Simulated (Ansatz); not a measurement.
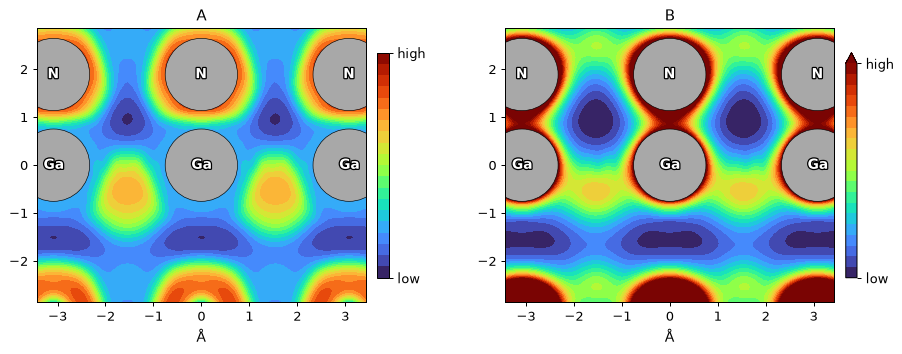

GaN: 2 fields on the (010) plane of the conventional cell, with unlabelled colour scales. Grey discs cover the atomic cores.

Space group P6₃mc; computed pressure about 22 GPa in this cell.

The calculation used DFT PBEsol, scalar-relativistic, plane waves, PAW (Ansatz 0.2.0).

```yaml
crystal:
  lattice:
    - [3.08294, 0.00000, 0.00000]
    - [-1.54147, 2.66991, 0.00000]
    - [0.00000, 0.00000, 5.02596]
  atoms:
    - { symbol: Ga, position: [0.33333, 0.66667, 0.99940] }
    - { symbol: Ga, position: [0.66667, 0.33333, 0.49940] }
    - { symbol: N, position: [0.33333, 0.66667, 0.37560] }
    - { symbol: N, position: [0.66667, 0.33333, 0.87560] }
```

Question: Which field does each panel show? The fields are: electron localisation function and valence pseudo-density.

Answer: Panel A: electron localisation function. Panel B: valence pseudo-density. From the grid: Ga–N (1.89 Å): the density is about 0.85 e/Å³ at the midpoint; the ELF peaks at about 0.85 in the valence shell of N, 0.6 Å from its nucleus, and is about 0.50 at the midpoint.
